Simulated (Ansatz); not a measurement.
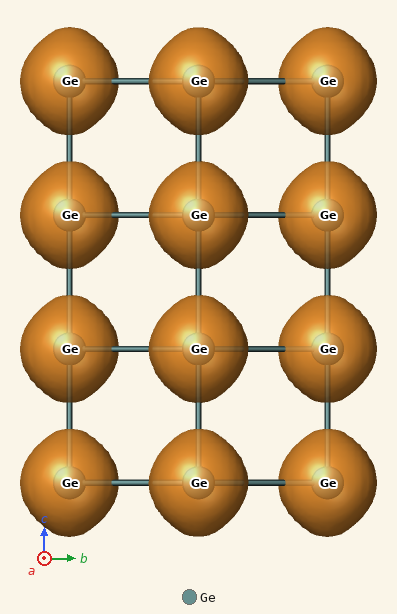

Figure. Ge. Isosurface of the valence electron density at 0.4 e/Å³ (orange), seen along the a axis. Sticks mark near contacts.

Space group Cmmm; a structure from a database of computed crystals, not necessarily the ambient phase; computed pressure about −3 GPa in this cell.

All numbers below come from Kohn-Sham DFT of a periodic cell, LDA, Ansatz PAW (Ansatz).

The density is the valence pseudo-density of a PAW calculation; it isn't the true density close to the nuclei.

Which contacts does the surface bridge?

At this value the density breaks into separate islands; it holds about 80 % of the electrons treated as valence (semicore included). It bridges none of the near contacts. It is pinched off along the sampled Ge–Ge (2.66 Å), Ge–Ge (2.76 Å) and Ge–Ge (2.91 Å) contacts. On the grid the lowest density along these lines, outside the cores, is 0.34 e/Å³ (Ge–Ge, 2.66 Å), 0.28 e/Å³ (Ge–Ge, 2.76 Å) and 0.17 e/Å³ (Ge–Ge, 2.91 Å).
